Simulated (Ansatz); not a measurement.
SiC

Input

```
crystal:
  lattice:
    - [0.0, 2.14139, 2.174]
    - [2.14139, 0.0, 2.174]
    - [2.14139, 2.14139, 0.0]
  atoms:
    - { symbol: Si, position: [0.0, 0.0, 0.0] }
    - { symbol: C, position: [0.75, 0.75, 0.75] }
basis:
  ecutwfc: 420
kpoints:
  mp_grid: { grid: [12, 12, 12] }
hamiltonian:
  xc: pbe
scf:
  occupations: { method: gaussian, width: 0.05 }
output:
  forces: true
  stress: true
  eigenvalues: true
  write_density: true
  write_potential: true
  elf: true
  volumetric_format: npy
```

Run with:

```sh
ansatz run input.yaml --threads 1 --pin off --max-ram 2560MiB --backend cpu --events-out ev --progress --plain --runs-dir out
```

Below, planes, directions and counts refer to the conventional cell (a = 3.03 Å, b = 3.03 Å, c = 4.35 Å, α = 90.00°, β = 90.00°, γ = 90.00°).

Space group I-4m2; changed on purpose from its base cell (strain -0.015 along x and y, +0.000 along z, atoms carried along); computed pressure about 12 GPa in this cell.

Level of theory: Ansatz, DFT PBE, scalar-relativistic, plane waves, PAW.

Predict the valence pseudo-density and electron localisation function between the atoms.

Si–C (1.86 Å): ρ at the midpoint is about 0.92 e/Å³; the ELF peaks at about 0.95 between the atoms, as expected for a shared electron pair.

Metal or insulator at this level of theory?

It is gapped, with a Kohn–Sham gap of 1.2 eV on the k-point mesh, an upper bound to the gap of this method.

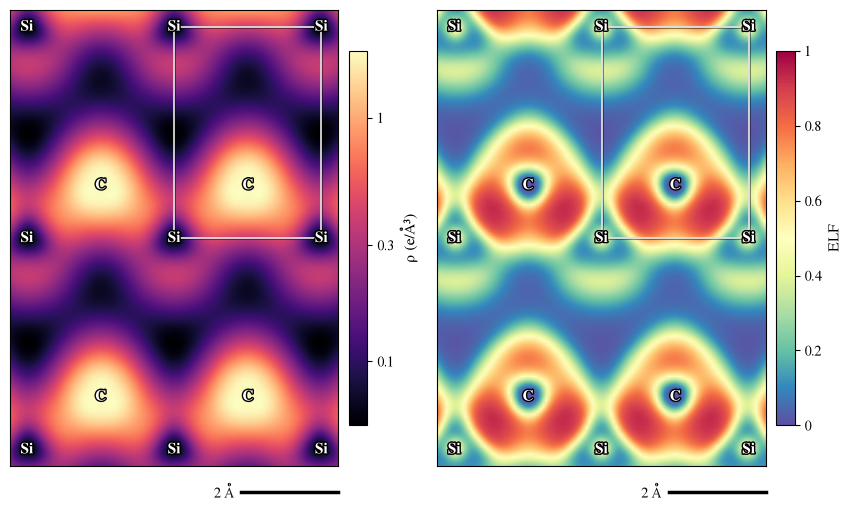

Computed valence pseudo-density and electron localisation function on the (100) plane of the conventional cell, in this order. 

In a PAW calculation such maps are meaningful between the atoms, not at the nuclei.
